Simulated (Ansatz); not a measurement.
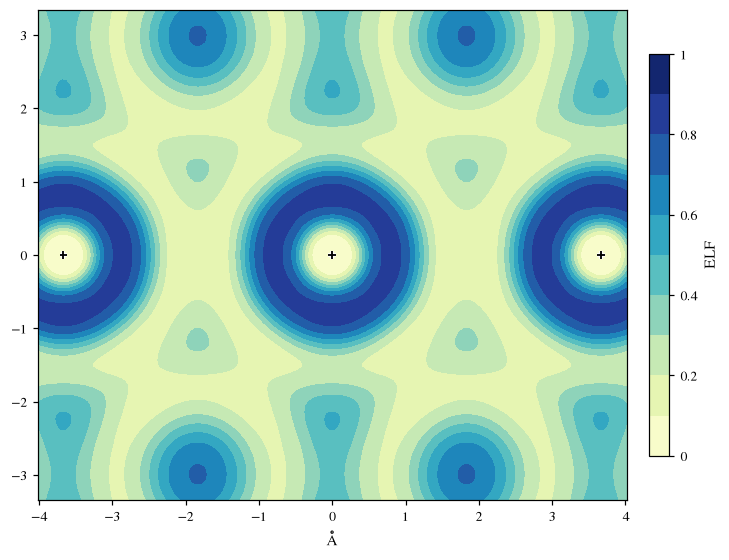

The ELF on a plane through atoms (crosses mark nuclei in the plane).

All numbers below come from Ansatz, DFT PBEsol, scalar-relativistic, plane waves, PAW.

Candidates:
A. Y, a = 3.60 Å, b = 3.60 Å, c = 5.58 Å, α = 90.00°, β = 90.00°, γ = 120.00°. Space group P6₃/mmc.
B. MgS, a = 5.18 Å, b = 5.18 Å, c = 5.18 Å, α = 90.00°, β = 90.00°, γ = 90.00°. Space group Fm-3m.
C. La, a = 3.67 Å, b = 3.67 Å, c = 5.98 Å, α = 90.00°, β = 90.00°, γ = 120.00°. Space group P6₃/mmc.

Which candidate gave the map?

Answer. Candidate C: La on the (100) plane of the conventional cell, which holds La. La–La (3.67 Å): the ELF is about 0.10 at the midpoint; no localised pair shows between them.
